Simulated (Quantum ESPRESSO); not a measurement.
# 2H-WSe2, 1 layer, stepped through biaxial strain, part 3 of 6

Aim: how the results for 2H-WSe2, 1 layer change with biaxial strain.

Quantum ESPRESSO 7.5; plane-wave DFT, PBE, GBRV ultrasoft pseudopotentials.

So far. Step 2 (Relaxing cell and ions of the reference):  The last row is no step: it is a fresh SCF in the final cell with a new plane-wave basis, +0 meV from the row before. Step 3 (Relaxation with pw.x, -4 %): The relaxation lowers the energy by 16 meV an atom.

## 4. Self-consistent run, -4 %

The self-consistent run of this member.

The input, m0.scf.in:

```
&control
  prefix = 'm0.scf'
  outdir = './out'
  pseudo_dir = './pseudo'
  calculation = 'scf'
  tprnfor = .true.
/
&system
  ibrav = 0
  nat = 3
  ntyp = 2
  ecutwfc = 40
  ecutrho = 200
  occupations = 'smearing'
  smearing = 'fd'
  degauss = 0.002
  nbnd = 17
/
&electrons
  conv_thr = 1e-09
  mixing_beta = 0.4
  electron_maxstep = 120
  mixing_mode = 'plain'
/
ATOMIC_SPECIES
  Se  78.9710  se_pbe_v1.uspp.F.UPF
  W   183.8400  w_pbe_v1.2.uspp.F.UPF
CELL_PARAMETERS angstrom
  3.18543293760000 0.00000000000000 0.00000000000000
  -1.59271646880000 2.75866584576000 0.00000000000000
  0.00000000000000 0.00000000000000 18.74034793400000
ATOMIC_POSITIONS crystal
  Se  0.333333333300 0.666666666700 0.407585433700
  W   0.000000000000 0.000000000000 0.500000000000
  Se  0.333333333300 0.666666666700 0.592414566300
K_POINTS automatic
  12 12 1 0 0 0
```

Run with:

```
OMP_NUM_THREADS=1 mpirun -n 4 pw.x -nk 4 -in m0.scf.in > m0.scf.out
```

What it wrote:

```text
[banner, memory and clock lines left out]
Program PWSCF v.7.5 starts
[citation notice left out]

[...]
Message from routine setup:
[...]
bravais-lattice index     =            0
     lattice parameter (alat)  =       6.0196  a.u.
     unit-cell volume          =    1111.3269 (a.u.)^3
     number of atoms/cell      =            3
     number of atomic types    =            2
     number of electrons       =        26.00
     number of Kohn-Sham states=           17
     kinetic-energy cutoff     =      40.0000  Ry
     charge density cutoff     =     200.0000  Ry
     scf convergence threshold =      1.0E-09
     mixing beta               =       0.4000
     number of iterations used =            8  plain     mixing
     Exchange-correlation= SLA  PW   PBE  PBE
                           (   1   4   3   4   0   0   0)

[...]
PseudoPot. # 1 for Se read from file:
     ./pseudo/se_pbe_v1.uspp.F.UPF
     Pseudo is Ultrasoft + core correction, Zval =  6.0
     Generated by new atomic code, or converted to UPF format
     Using radial grid of  877 points,  6 beta functions with:
                l(1) =   0
                l(2) =   0
                l(3) =   1
                l(4) =   1
                l(5) =   2
                l(6) =   2
     Q(r) pseudized with  8 coefficients,  rinner =    1.300   1.300   1.300
                                                       1.300   1.300

     PseudoPot. # 2 for W  read from file:
     ./pseudo/w_pbe_v1.2.uspp.F.UPF
     Pseudo is Ultrasoft + core correction, Zval = 14.0
     Generated by new atomic code, or converted to UPF format
     Using radial grid of  923 points,  8 beta functions with:
                l(1) =   0
                l(2) =   0
                l(3) =   0
                l(4) =   1
                l(5) =   1
                l(6) =   2
                l(7) =   2
                l(8) =   3
     Q(r) pseudized with  6 coefficients,  rinner =    1.350   1.350   1.350
                                                       1.350   1.350   1.350
                                                       1.350

     atomic species   valence    mass     pseudopotential
     Se                6.00    78.97100     Se( 1.00)
     W                14.00   183.84000     W ( 1.00)

     12 Sym. Ops. (no inversion) found

[...]
number of k points=    19  Fermi-Dirac smearing, width (Ry)=  0.0020
[...]
Dense  grid:    53277 G-vectors     FFT dimensions: (  27,  27, 160)

     Smooth grid:    37811 G-vectors     FFT dimensions: (  25,  25, 144)

     Initial potential from superposition of free atoms

     starting charge      25.8995, renormalised to      26.0000

     negative rho (up, down):  6.612E-02 0.000E+00
     Starting wfcs are   21 randomized atomic wfcs

     per-process dynamical memory:    48.1 Mb

     Self-consistent Calculation

     iteration #  1     ecut=    40.00 Ry     beta= 0.40
     Davidson diagonalization with overlap
     ethr =  1.00E-02,  avg # of iterations =  2.1

     Threshold (ethr) on eigenvalues was too large:
     Diagonalizing with lowered threshold

     Davidson diagonalization with overlap
     ethr =  3.53E-04,  avg # of iterations =  1.5

     negative rho (up, down):  6.718E-02 0.000E+00

     total energy              =    -246.43147072 Ry
     estimated scf accuracy    <       0.10721609 Ry

     iteration #  2     ecut=    40.00 Ry     beta= 0.40
[...]
negative rho (up, down):  6.743E-02 0.000E+00

[...]
total energy              =    -246.43517005 Ry
     estimated scf accuracy    <       0.09784454 Ry

     iteration #  3     ecut=    40.00 Ry     beta= 0.40
[...]
negative rho (up, down):  6.840E-02 0.000E+00

[...]
total energy              =    -246.45123003 Ry
     estimated scf accuracy    <       0.01710555 Ry

     iteration #  4     ecut=    40.00 Ry     beta= 0.40
[...]
negative rho (up, down):  6.911E-02 0.000E+00

[...]
total energy              =    -246.45301936 Ry
     estimated scf accuracy    <       0.00077477 Ry

     iteration #  5     ecut=    40.00 Ry     beta= 0.40
[...]
negative rho (up, down):  6.918E-02 0.000E+00

[...]
total energy              =    -246.45311272 Ry
     estimated scf accuracy    <       0.00004982 Ry

     iteration #  6     ecut=    40.00 Ry     beta= 0.40
[...]
negative rho (up, down):  6.917E-02 0.000E+00

[...]
total energy              =    -246.45315699 Ry
     estimated scf accuracy    <       0.00000482 Ry

     iteration #  7     ecut=    40.00 Ry     beta= 0.40
[...]
negative rho (up, down):  6.915E-02 0.000E+00

[...]
total energy              =    -246.45315786 Ry
     estimated scf accuracy    <       0.00000023 Ry

     iteration #  8     ecut=    40.00 Ry     beta= 0.40
[...]
negative rho (up, down):  6.914E-02 0.000E+00

[...]
total energy              =    -246.45315808 Ry
     estimated scf accuracy    <       0.00000004 Ry

     iteration #  9     ecut=    40.00 Ry     beta= 0.40
[...]
negative rho (up, down):  6.913E-02 0.000E+00

[...]
total energy              =    -246.45315809 Ry
     estimated scf accuracy    <          1.3E-09 Ry

     iteration # 10     ecut=    40.00 Ry     beta= 0.40
[...]
negative rho (up, down):  6.913E-02 0.000E+00

[...]
End of self-consistent calculation

          k = 0.0000 0.0000 0.0000 (  4643 PWs)   bands (ev):

   -73.0769 -37.3863 -37.1403 -37.1403 -14.2223 -13.0479  -5.6878  -1.7994
    -1.1491  -1.1491   0.0265   0.0567   0.0567   4.1638   4.1638   4.2258
     4.2258

          k = 0.0000 0.0962 0.0000 (  4705 PWs)   bands (ev):

   -73.0758 -37.3828 -37.1629 -37.1457 -14.1044 -12.9817  -5.5339  -1.9421
    -1.4933  -1.0317  -0.1448  -0.0468   0.0404   3.6539   3.8745   4.0725
     4.3430

[...]
the Fermi energy is     1.5085 ev

!    total energy              =    -246.45315809 Ry
     estimated scf accuracy    <          2.2E-10 Ry
     smearing contrib. (-TS)   =      -0.00000000 Ry
     internal energy E=F+TS    =    -246.45315809 Ry

     The total energy is F=E-TS. E is the sum of the following terms:
     one-electron contribution =    -956.86270471 Ry
     hartree contribution      =     479.71520554 Ry
     xc contribution           =    -100.81783794 Ry
     ewald contribution        =     331.51217902 Ry

     convergence has been achieved in  10 iterations

     negative rho (up, down):  6.913E-02 0.000E+00

     Forces acting on atoms (cartesian axes, Ry/au):

     atom    1 type  1   force =     0.00000000    0.00000000   -0.00015665
     atom    2 type  2   force =     0.00000000    0.00000000    0.00000000
     atom    3 type  1   force =     0.00000000    0.00000000    0.00015665

     Total force =     0.000222     Total SCF correction =     0.000025
     SCF correction compared to forces is large: reduce conv_thr to get better values

[...]
```

Wall time 13 s (4 MPI ranks of Arm Neoverse V1, shared host); peak memory 0.46 GiB.

Numbers from this step:

| Property | Result |
| --- | --- |
| free energy | -3353.1660 eV |
| Fermi energy | 1.508 eV |
| valence top, on the run's zero | 0.8705 eV |
| conduction bottom, on the run's zero | 2.321 eV |
| gap by band count | 1.450 eV |

## 5. Potential by pp.x, -4 %

plot_num = 11 writes the bare and Hartree potential, from which vacuum levels or, in a crystal, the mean potential are read.

The input, m0.pot.in:

```
&inputpp
  prefix = 'm0.scf'
  outdir = './out'
  filplot = 'm0.pot.dat'
  plot_num = 11
/
```

Run with:

```
OMP_NUM_THREADS=1 mpirun -n 4 pp.x -in m0.pot.in > m0.pot.out
```

What it wrote:

```text
[banner, memory and clock lines left out]
Program POST-PROC v.7.5 starts

          URL

     ./out/m0.scf.save/

     IMPORTANT: XC functional enforced from input :
     Exchange-correlation= PBE
                           (   1   4   3   4   0   0   0)
     Any further DFT definition will be discarded
     Please, verify this is what you really want

     negative rho (up, down):  6.913E-02 0.000E+00

     Calling punch_plot, plot_num =  11
     Writing data to file  m0.pot.dat
     Message from routine chdens:
     namelist plot not found or invalid, exiting
```

Wall time 1 s (4 MPI ranks); peak memory 0.12 GiB; 3.9 s of CPU time.

This step gave:

* slope of the potential above: 9.29e-5 eV/Å
* upper vacuum line continued to the top atoms, over the valence top: 4.937 eV
* slope of the potential below: -5.14e-5 eV/Å
* lower vacuum line continued to the bottom atoms, over the valence top: 4.937 eV
* vacuum level at the upper face over the valence top of the mesh: 4.937 eV
* vacuum level at the lower face over the valence top of the mesh: 4.937 eV

Electrostatic potential energy of an electron; zero at the highest filled level of the SCF mesh. Table of potential energy, planar mean by z:

| z (Å) | potential energy, planar mean (eV) |
| --- | --- |
| 0 | 4.94 |
| 1 | 4.94 |
| 2 | 4.94 |
| 3 | 4.94 |
| 4 | 4.94 |
| 5 | 4.91 |
| 6 | 4.51 |
| 7 | -3.64 |
| 8 | -12.7 |
| 9 | -10.2 |
| 10 | -7.33 |
| 11 | -17.3 |
| 12 | 0.995 |
| 13 | 4.74 |
| 14 | 4.93 |
| 15 | 4.94 |
| 16 | 4.94 |
| 17 | 4.94 |
| 18 | 4.94 |

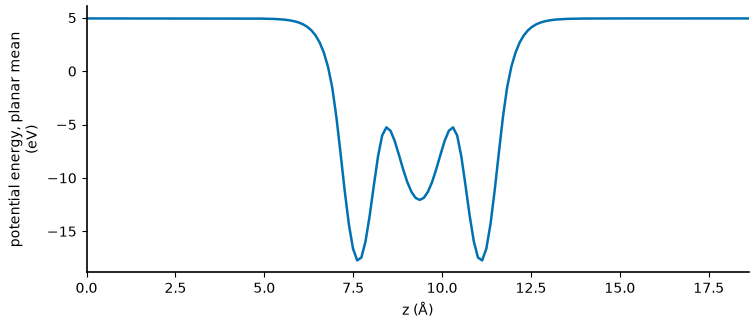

Potential energy, planar mean against z.

(Part 3 of 6 ends here.)

[Logs are printed without paths, hosts, clocks, repeated set-up lines and the standing remarks that a program may print on its own settings, such as how far it seeks lower states.]

[Hosts, paths, dates, database ids (printed as entryN), source tags and the programs' standing remarks are cut or masked in the printed files.]

[Maps of the electrostatic potential energy from Ansatz leave out the sawtooth potential of an applied field or a dipole correction, so their vacuum need not be flat; planar profiles and work functions include it.]
